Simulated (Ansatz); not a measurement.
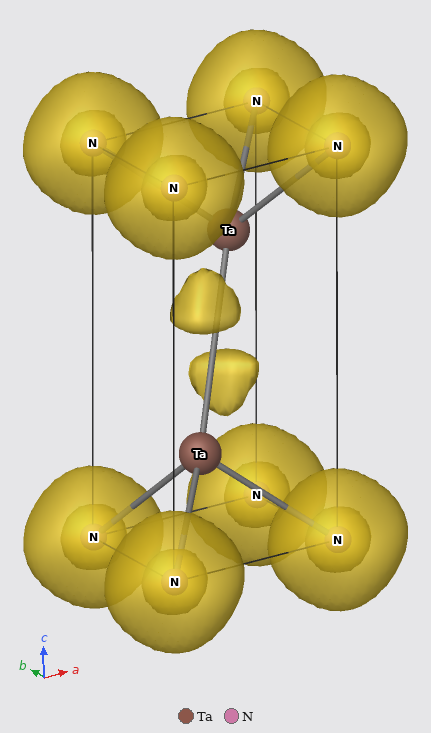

Figure. Ta2N. Isosurface of the ELF at 0.65 (yellow), seen slightly off an axis. Core shells and regions of very low density are left out. Sticks mark near contacts.

Space group P1; a structure from a database of computed crystals, not necessarily the ambient phase; changed on purpose from its base cell (all atoms moved at random, sigma 0.02 A a component, cell strained at random, sigma 0.03); not relaxed (largest force 1.0 eV/Å); computed pressure about 8 GPa in this cell; computed without spin polarisation.

All numbers below come from Ansatz 0.2.0, DFT PBE, scalar-relativistic, plane waves, PAW.

In a PAW calculation such maps are meaningful between the atoms, not at the nuclei.

```yaml
crystal:
  lattice:
    - [-2.91385, -0.06778, -0.06661]
    - [-1.39822, 2.70052, -0.00596]
    - [-0.10485, -0.04970, -5.01399]
  atoms:
    - { symbol: Ta, position: [0.32728, 0.33242, 0.25322] }
    - { symbol: Ta, position: [0.66662, 0.66560, 0.74713] }
    - { symbol: N, position: [0.00610, 0.00198, 0.99964] }
```

Describe the localisation domains.

At this value the surface marks out one region wrapped around N (its valence shell) and two pockets between the atoms, centred on no nucleus (multi-centre or interstitial), counted in one cell of 3 atoms. Regions shared between cells count once.

Values along the shortest contacts:
Ta–N (2.10 Å): the ELF peaks at about 0.80 in the valence shell of N, 0.6 Å from its nucleus, and drops to about 0.20 between the two atoms (no localised pair shows between them). Ta–Ta (2.92 Å): the ELF is about 0.30 at the midpoint; no localised pair shows between them.

Metal or insulator at this level of theory?

It is metallic or semimetallic at this level of theory: no gap opens; semilocal functionals without U, or without the true magnetic order, often close the gap of such compounds.
